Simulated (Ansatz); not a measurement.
# Geometry relaxation, with input and output: Ni (part 2 of 2)

The same run, continued: Ni (Fm-3m, 1 atom in the cell); DFT PBE, scalar-relativistic, plane waves, PAW, spin-polarised (Ansatz 0.2.0); cutoff 420 eV, 20×20×20 k-mesh, Gaussian smearing of 0.1 eV, collinear spins. The structure derives from a Materials Project entry.

Geometry of the input (Å; fractional positions):
```
0.0000  1.7600  1.7600
1.7600  0.0000  1.7600
1.7600  1.7600  0.0000
Ni 0.0000  0.0000  0.0000
```

The program's output, continued:
```
SCF iter   1: F=—  HF=-5839.725617 eV  |F-HF|=—  |Δ(HF+E_count)|=         —  Δρ=4.83e-6 (↑2.50e-6 ↓4.83e-6)  dr2=3.59e-9  dr2_m=1.54e-10  M=0.638 μB ∫|m|=0.730 μB  β_m=0.65  ethr=1.38e-7  ⟨swp⟩=2.4  Hψ=52748  notcnv=0
eigensolver tolerance schedule: the retry pair's looser diagonalisation over-reported the residual by 6936.57 of it (diagonalisation noise at 0.45 of the residual, at the tolerance the schedule requests for it); recorded, not acted on — ethr = c·dr2/N_el stays at c = 1.0e-1
preconditioner: auto → none  [metal: Δε(μ)=0.003 eV  Ē_g=16.730 eV  σ=0.100 eV  W_gap=0.02  n_scr=0 (ndim 8)  ℏωp=35.6 eV  f_vac=0.000  D(μ)=1.71/eV (n_scr^D=26)]
SCF iter   2: F=—  HF=-5839.725617 eV  |F-HF|=—  |Δ(HF+E_count)|=   9.49e-8  Δρ=4.55e-6 (↑4.54e-6 ↓4.55e-6)  dr2=4.43e-9  dr2_m=8.04e-13  M=0.638 μB ∫|m|=0.730 μB  β_m=0.30  ethr=2.00e-11  ⟨swp⟩=2.9  Hψ=13487  notcnv=0
SCF iter   3: F=—  HF=-5839.725617 eV  |F-HF|=—  |Δ(HF+E_count)|=   1.73e-9  Δρ=1.20e-6 (↑5.22e-7 ↓1.20e-6)  dr2=1.73e-10  dr2_m=1.85e-11  M=0.638 μB ∫|m|=0.730 μB  β_m=0.42  ethr=2.00e-11  ⟨swp⟩=2.1  Hψ=9695  notcnv=0
SCF iter   4: F=—  HF=-5839.725617 eV  |F-HF|=—  |Δ(HF+E_count)|=  7.00e-11  Δρ=5.41e-7 (↑5.41e-7 ↓5.33e-7)  dr2=5.91e-11  dr2_m=5.76e-14  M=0.638 μB ∫|m|=0.730 μB  β_m=0.44  ethr=1.00e-12  ⟨swp⟩=2.4  Hψ=11098  notcnv=0
SCF iter   5: F=—  HF=-5839.725617 eV  |F-HF|=—  |Δ(HF+E_count)|=  2.36e-11  Δρ=8.85e-8 (↑5.08e-8 ↓8.85e-8)  dr2=6.56e-13  dr2_m=2.16e-13  M=0.638 μB ∫|m|=0.730 μB  β_m=0.72  ethr=1.00e-12  ⟨swp⟩=1.1  Hψ=7377  notcnv=0
SCF iter   6: F=-5839.725617 eV  HF=-5839.725617 eV  |F-HF|=1.09e-11  |Δ(HF+E_count)|=  1.46e-11  Δρ=2.45e-7 (↑1.22e-7 ↓2.45e-7)  dr2=7.73e-12  dr2_m=4.24e-13  M=0.638 μB ∫|m|=0.730 μB  ethr=1.00e-12  ⟨swp⟩=3.1  Hψ=25645  notcnv=0
SCF 4 converged in 6 iterations: F = -5839.725617 eV  dr2 = 7.73e-12
relax step   4: F+E_penalty+E_count = -5839.72561743 eV  Δ(F+E_penalty+E_count) = +5.133e-6 eV  max|allowed force component| = 0.000e0 eV/Å  Δτ_max = 0.0000 Å  P = +0.006 GPa  Ω = 10.889 Å³  stress off target by 6.10e-3 GPa  SCF on the basis re-selected at this cell (its energy is not comparable with the rows above)  (6 SCF iters)
```

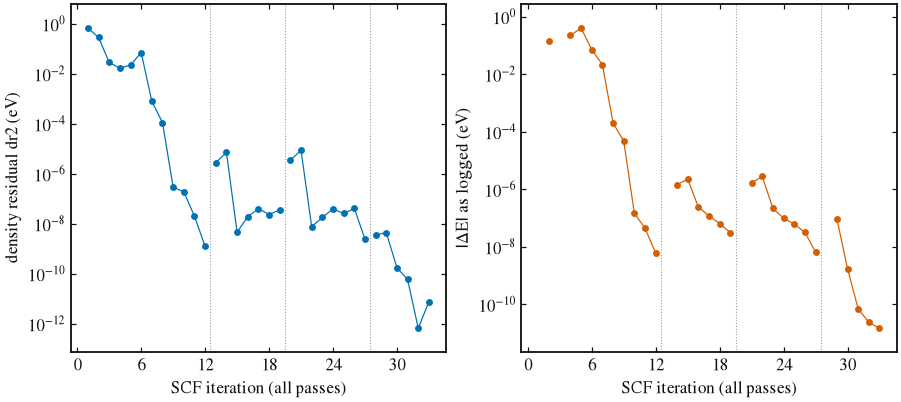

Convergence of the self-consistent field: density residual dr2 and size of the energy change against the SCF iteration. The dotted lines part the SCF passes of the relaxation: geometry steps, rejected trials and re-solves on a re-selected basis. The passes take 12, 7, 8 and 6 iterations.

```
basis re-selected at this cell: Δ(F+E_penalty+E_count) = +5.133e-6 eV, ΔP = +0.002 GPa vs the last step (what re-selecting the basis moved, of the pressure what is left beyond the Pulay correction that the steps carried, after the strain that the cell walked since its last selection, with what the two solves' SCF thresholds leave and, on support functions, any second-order correction that the steps lacked; it is no measure of the basis error at this ecutwfc). This SCF's stress stands 6.10e-3 GPa from its target on what of the cell is left free (relax.cell.stress_tol is 5.00e-2 GPa) and its largest allowed force component is 0.00e0 eV/Å (relax.f_tol is 5.00e-3 eV/Å): within both
SCF converged after 6 iterations
Magnetization: 0.6382 μB (9.3191 up, 8.6809 down)
Absolute magnetization: 0.7311 μB (∫|ρ↑−ρ↓|, with the PAW one-centre terms)
Spin contamination: 0.0072 ħ² per cell (⟨S²⟩ above its minimum at these occupations)
Per-site moments (μB) at R_I (Å): [(0.6774874573279324, 1.0262756165507112)]
Free energy (F): -5839.725617 eV
Harris-Foulkes:  -5839.725617 eV  (|F-HF|=1.09e-11)
Internal energy: -5839.717091 eV  (E = F + TS)
E sigma→0 (E₀):  -5839.721354 eV
Entropy (-TS):   -0.008526 eV (-8.526 meV/atom)
Fermi energy:    18.170194 eV
--- Per-component energies (eV) ---
  E_band       = -284.669405
  E_kinetic    = 282.073999
  E_local      = -3438.360739  (includes V_loc(G=0)·N_el)
  E_nonlocal   = 635.505246
  E_hartree    = 1435.212401
  E_xc         = -84.796554
  E_vxc        = -109.344785  (∫ρ·V_xc dr)
  E_paw        = -1629.600860  (= ΣΔE_a)
  E_vpaw       = -524.968299  (= ΣTr[D̂ρ^β])
  E_aug_tail   = 0.000586  (compensation charges beyond the density's cutoff)
  E_ewald      = -3039.751170
  E_smearing   = -0.008526  (= −TS)
  E_closure    = 0.000000  (closes the sum)
  Σ components = -5839.725617   (vs F -5839.725617, Δ=0.00e0)
--- Forces (eV/Å), atoms counted from 1 ---
  atom   1  Ni     0.00000000    -0.00000000    -0.00000000
  max |Σ_I F_I| component: 1.13e-32 eV/Å
--- Stress (GPa, compression-positive) ---
        0.006096      -0.000000      -0.000000
       -0.000000       0.006096       0.000000
        0.000000       0.000000       0.006096
  P = ⅓ Tr σ = 0.0061 GPa (0.061 kbar)
--- Band table (eV; the first three rows and the last of 512) ---
  k-point 0 ↑: bands = ["-85.5166", "-45.7740", "-45.7740", "-45.7740", "9.0444", "15.6968", "15.6968", "15.6968", "16.8889", "16.8889", "41.6468", "45.6104", "45.6104", "45.6104"]
  k-point 1 ↑: bands = ["-85.5158", "-45.7794", "-45.7747", "-45.7747", "9.1424", "15.6711", "15.7191", "15.7191", "16.8793", "16.8793", "41.3504", "44.2033", "45.3294", "45.3294"]
  k-point 2 ↑: bands = ["-85.5134", "-45.7949", "-45.7770", "-45.7770", "9.4330", "15.6001", "15.7794", "15.7794", "16.8567", "16.8567", "39.9185", "42.9621", "44.7796", "44.7796"]
  k-point 255 ↓: bands = ["-84.6185", "-45.0891", "-45.0891", "-45.0261", "14.7433", "15.6695", "15.6695", "17.3953", "18.5690", "26.0026", "26.0026", "28.2274", "29.2799", "48.2671"]
--- Relaxed structure (3 steps of the walk, 3 accepted, 1 SCFs on fresh bases) ---
  F+E_penalty+E_count = -5839.72561743 eV   max|allowed force component| = 0.000e0 eV/Å   (the final SCF, on the basis selected at the relaxed cell)
  cell:  # Å, volume = 10.8894 Å³
    - [4.171835851933264e-34, 1.7592398735258494, 1.7592398735258494]
    - [1.7592398735258494, -1.4808424970602803e-34, 1.7592398735258494]
    - [1.7592398735258494, 1.7592398735258494, -9.601591674487627e-34]
  atoms:
    - { symbol: Ni, position: [0.0, 0.0, 0.0] }
--- Löwdin populations: 1 site ---
  site symbol       q [e]    m [muB]
     0     Ni     17.7788     0.6689
  spilling = 0.012287 (of n_electrons = 18.000000)
```

Trajectory as extended XYZ (Å, eV, eV/Å), 4 frames, from step=1 to step=4:
```
1
Lattice="0.0000 1.7600 1.7600 1.7600 0.0000 1.7600 1.7600 1.7600 0.0000" Properties=species:S:1:pos:R:3:forces:R:3 step=1 energy=-5839.72561 pressure_GPa=-0.24
Ni    0.0000    0.0000    0.0000    0.0000   0.0000   0.0000
1
Lattice="0.0000 1.7596 1.7596 1.7596 0.0000 1.7596 1.7596 1.7596 0.0000" Properties=species:S:1:pos:R:3:forces:R:3 step=2 energy=-5839.72562 pressure_GPa=-0.12
Ni    0.0000    0.0000    0.0000    0.0000   0.0000   0.0000
1
Lattice="0.0000 1.7592 1.7592 1.7592 0.0000 1.7592 1.7592 1.7592 0.0000" Properties=species:S:1:pos:R:3:forces:R:3 step=3 energy=-5839.72562 pressure_GPa=0.00
Ni    0.0000    0.0000    0.0000    0.0000   0.0000   0.0000
1
Lattice="0.0000 1.7592 1.7592 1.7592 0.0000 1.7592 1.7592 1.7592 0.0000" Properties=species:S:1:pos:R:3:forces:R:3 step=4 energy=-5839.72562 pressure_GPa=0.01
Ni    0.0000    0.0000    0.0000    0.0000   0.0000   0.0000
```

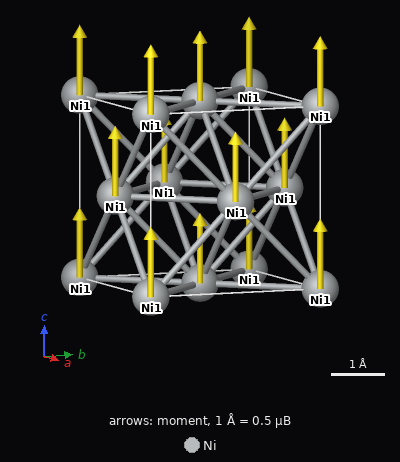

Magnetic moments of the sites as yellow arrows (ball-and-stick view of the cell 4 times as large as that of the calculation, set on its symmetry axes, seen slightly off an axis; atoms are numbered from 1 in the order of the input); small moments hardly show. The run is collinear, so the axis drawn is arbitrary. Site moments: Ni1 (0.68 μB). They are counted near the atoms and needn't add up to the moment of the cell.

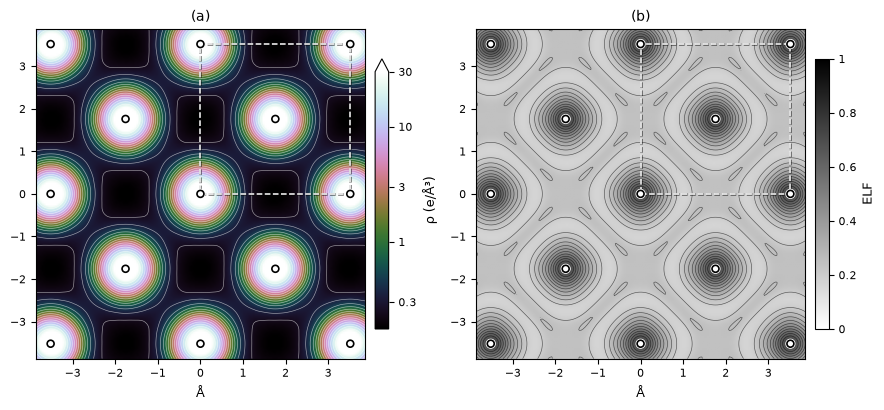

(a) valence pseudo-density; (b) ELF on the (010) plane of the conventional cell. Circles mark the nuclei in the plane (Ni). Ni–Ni (2.49 Å): ρ at the midpoint is about 0.32 e/Å³; the ELF is about 0.25 at the midpoint (no shared electron pair). Away from the nuclei the density in this plane falls to 0.17 e/Å³ at its lowest. The strong features right at Ni lie inside the PAW spheres (semicore, d or f shells) and say nothing about bonding. Core electrons are frozen (PAW), so the fields are smoothed inside the atomic spheres.

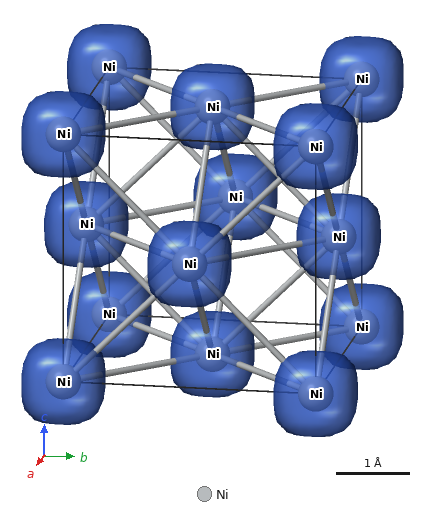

Isosurface of the spin density at +0.15 e/Å³ (blue), seen slightly off an axis. Sticks mark near contacts. The outline is the cell set on symmetry axes. The cell of the calculation (1 atoms) carries 0.6 μB net.

Summary:

- outcome: converged
- space group (tolerance 0.01 Å): Fm-3m (225)
- electrons treated: 18
- free energy: −5839.7256 eV
- Fermi energy: 18.170 eV
- gap on the k-point mesh: none (metallic)
- net moment of the cell: 0.64 μB
- integrated absolute moment: 0.73 μB
- pressure: 0.01 GPa
- final volume: 10.89 Å³
- largest force (length of the vector) at the end: under 0.001 eV/Å
- final cell: a = 2.488 Å, b = 2.488 Å, c = 2.488 Å, α = 60.00°, β = 60.00°, γ = 60.00°
- wall time: 11 s (CPU time 36 s)
- peak memory: 0.43 GiB
